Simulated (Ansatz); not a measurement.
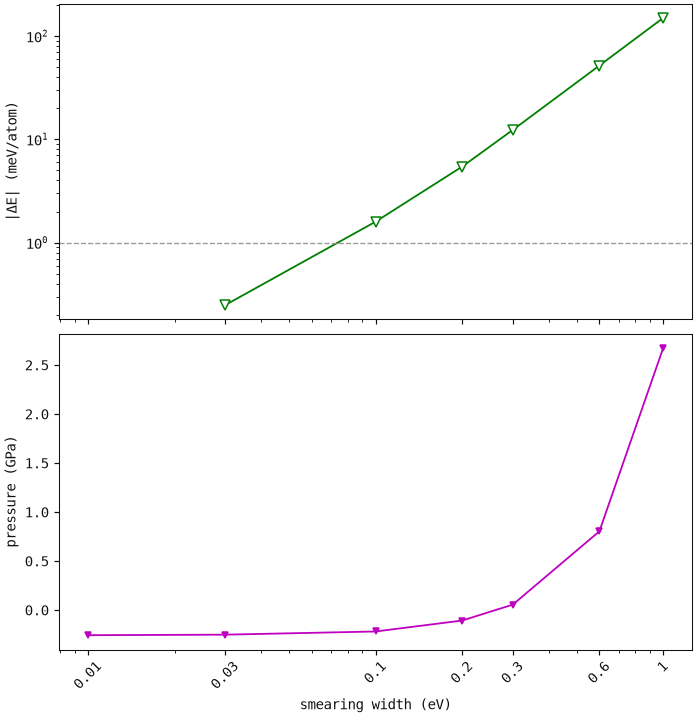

Convergence test: the smearing width is varied and all else is held.
Os (P6_3/mmc, 2 atoms in the cell); Ansatz 0.2.0, DFT, r2SCAN, plane waves (500 eV) with PAW, scalar-relativistic; 13×13×7 k-mesh, Gaussian smearing.
ΔE is the free energy less its value at the smallest setting, 0.01 eV.
Dashed lines or grey bands mark the tolerance: 1 meV/atom.
On logarithmic panels, open markers lie below the reference value and filled ones above.

**What is enough for the free energy to 1 meV/atom?**

The free energy is within 1 meV/atom of the smallest setting's value from 0.03 eV down. It is off by 150 meV/atom at 1 eV, 12 meV/atom at 0.3 eV and 1.6 meV/atom at 0.1 eV (always below it). The free energy falls with the width because it holds the −TS term of the fractional occupations.

**And the pressure, to 0.1 GPa?**

The pressure is within 0.1 GPa of the smallest setting's value from 0.1 eV down. It is 2.7 GPa at 1 eV, 0.1 GPa at 0.3 eV, −0.1 GPa at 0.2 eV and −0.3 GPa at 0.01 eV.
